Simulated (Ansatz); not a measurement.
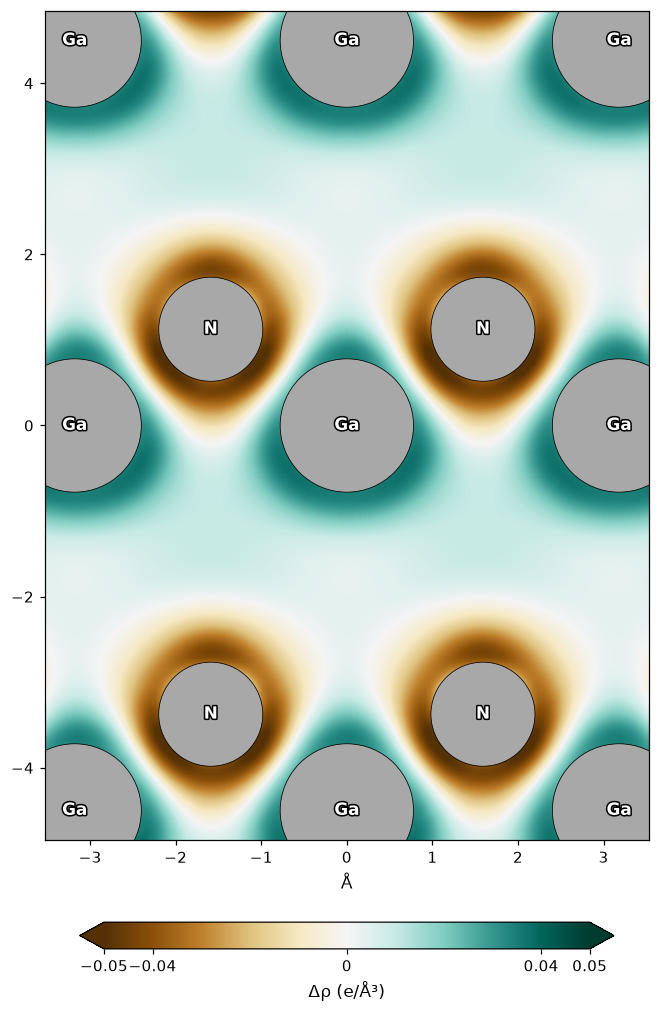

GaN. Difference of the valence pseudo-densities of two functionals at the same geometry, on the (011̄) plane of the calculation cell: PBE0 less HF.

Both computed with Ansatz (plane waves, PAW), on the same k-point mesh. Grey discs cover the atomic cores.

> What does the difference map show?

Against HF, PBE0 gives more density around Ga (+0.023 e/Å³ on average at 1.0 Å from the nucleus), less density around N (−0.041 e/Å³ on average at 0.8 Å from the nucleus), more density in the space between the atoms (+0.003 e/Å³ on average) and a change of −0.005 e/Å³ at the midpoint of Ga–N.
